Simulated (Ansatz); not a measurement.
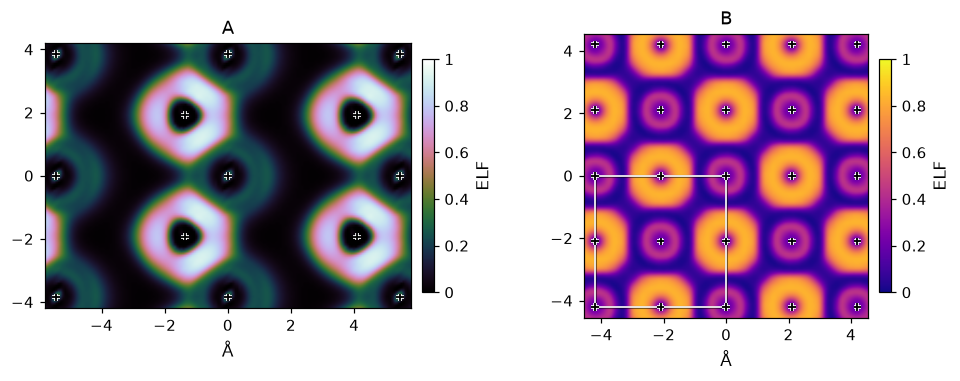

The ELF of 2 systems, each on a plane through atoms (crosses mark nuclei in the plane).

Level of theory: DFT r2SCAN, scalar-relativistic, plane waves, PAW (Ansatz 0.2.0).

System 1: MgO, the (001) plane of the conventional cell. Space group Fm-3m.

```xyz
8
Lattice="4.2042 0.0000 0.0000 0.0000 4.2042 0.0000 0.0000 0.0000 4.2042" Properties=species:S:1:pos:R:3 pbc="T T T"
Mg    0.0000    0.0000    0.0000
Mg    2.1021    2.1021    0.0000
Mg    2.1021    0.0000    2.1021
Mg    0.0000    2.1021    2.1021
O     2.1021    0.0000    0.0000
O     0.0000    2.1021    0.0000
O     0.0000    0.0000    2.1021
O     2.1021    2.1021    2.1021
```

System 2: GaP, the (110) plane of the conventional cell. Space group F-43m.

```xyz
8
Lattice="5.4505 0.0000 0.0000 0.0000 0.0000 -5.4505 0.0000 5.4505 0.0000" Properties=species:S:1:pos:R:3 pbc="T T T"
Ga    2.7252    0.0000   -2.7252
Ga    0.0000    2.7252   -2.7252
Ga    0.0000    0.0000    0.0000
Ga    2.7252    2.7252    0.0000
P     4.0879    1.3626   -4.0879
P     1.3626    4.0879   -4.0879
P     1.3626    1.3626   -1.3626
P     4.0879    4.0879   -1.3626
```

**Match each panel to its system.**

Panel A is system 2, GaP: the plane holds Ga and P. Ga–P (2.36 Å): the ELF peaks at about 0.90 in the valence shell of P, 0.8 Å from its nucleus, and is about 0.80 at the midpoint. Panel B is system 1, MgO: the plane holds Mg and O. Mg–O (2.10 Å): the ELF peaks at about 0.85 in the valence shell of O, 0.6 Å from its nucleus, and is about 0.35 at the midpoint: an ionic contact with no shared pair.
